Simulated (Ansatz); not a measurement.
**Ho: density, localisation and related maps**

The calculation's input:

```
crystal:
  lattice:
    - [0.0, 2.4775049392, 2.4775049392]
    - [2.4775049392, 0.0, 2.4775049392]
    - [2.4775049392, 2.4775049392, 0.0]
  atoms:
    - { symbol: Ho, position: [0.0, 0.0, 0.0], spin: 4.0 }
hamiltonian:
  xc: pbe
  pseudopotentials: { kind: paw }
magnetization:
  spin_polarized: true
kpoints:
  mp_grid: { grid: [9, 9, 9] }
scf:
  occupations: { method: fermi_dirac, width: 0.05 }
output:
  forces: true
  stress: true
  eigenvalues: true
  write_density: true
  write_potential: true
  elf: true
  volumetric_format: npy
```

Command:

```sh
ansatz run input.yaml --threads 1 --pin off --max-ram 2560MiB --backend cpu --events-out ev --progress --plain --runs-dir out
```

Below, planes, directions and counts refer to the conventional cell (a = 4.96 Å, b = 4.96 Å, c = 4.96 Å, α = 90.00°, β = 90.00°, γ = 90.00°).

Space group Fm-3m; a structure from a database of computed crystals, not necessarily the ambient phase; computed pressure about 3 GPa in this cell; the SCF solution may not be the lowest one; no Hubbard U on the f states and no spin–orbit coupling; the program warned that a lower state may break the symmetry and an open shell was started evenly filled; spin-polarised.

Level of theory: Ansatz, Kohn-Sham DFT of a periodic cell, PBE, Ansatz PAW.

The density is the valence pseudo-density of a PAW calculation; it isn't the true density close to the nuclei.

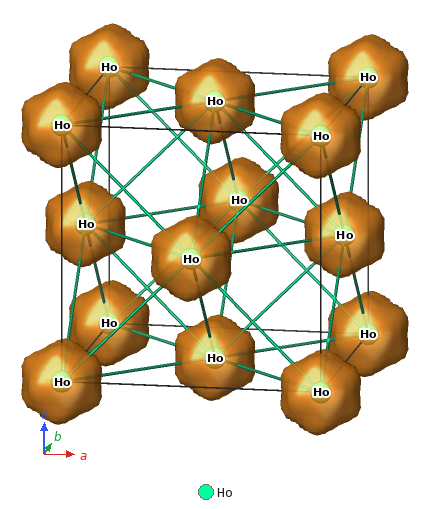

Figure 1. Isosurface of the magnetisation density (up minus down) at +0.3 e/Å³ (orange), seen slightly off an axis. Sticks mark near contacts.

Q: Describe the spin distribution.

A: The spin density sits on Ho: +3.5 μB (×4) in one cell of 4 atoms: parallel main moments, as they must be, since the calculation's own cell holds one magnetic site. The cell of the calculation (1 atoms) carries 3.5 μB of net spin moment.

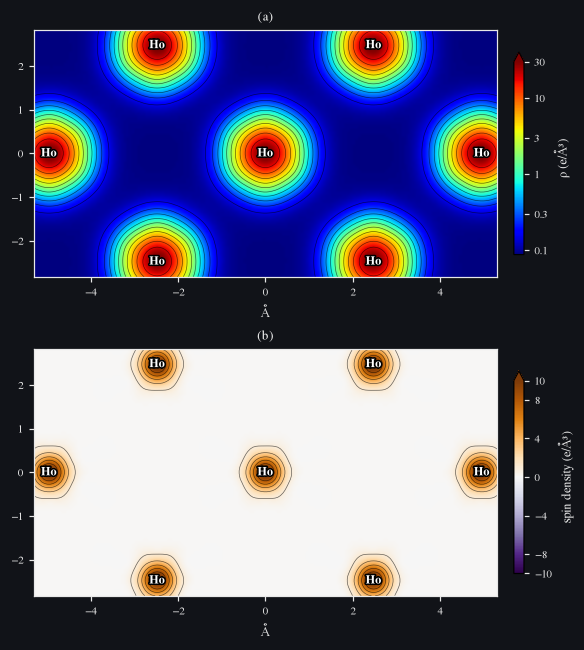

Figure 2. (a) valence pseudo-density; (b) magnetisation density (up minus down) on the (100) plane of the conventional cell.

Q: Interpret the plot.

A:
- Atoms in the plane: Ho.
- Ho–Ho (3.50 Å): ρ at the midpoint is about 0.1 e/Å³.
- Between the atoms the lowest density in this plane is 0.09 e/Å³.
